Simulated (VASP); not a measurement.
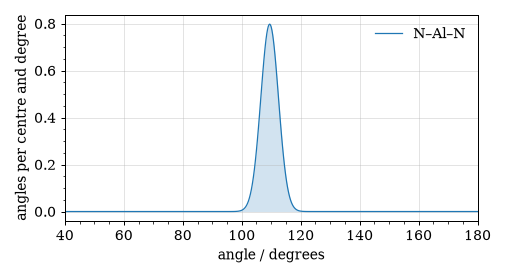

Bond-angle distributions computed from the structure of AlN; each angle is a Gaussian of σ = 3.0°. Bonds counted: Al–N up to 2.34 Å. Basis of the simulation: a cell listed in the Materials Project, as set up for an electronic-structure calculation.

Q: Where do the angles cluster?

A: N–Al–N: 109° (6 per centre)

Q: What coordination geometry do the angles point to, counting the bonds named above alone?

A: Al has 4 N neighbours in a tetrahedral arrangement.

The structure has space group F-43m (No. 216); other forms of this composition would give other results.
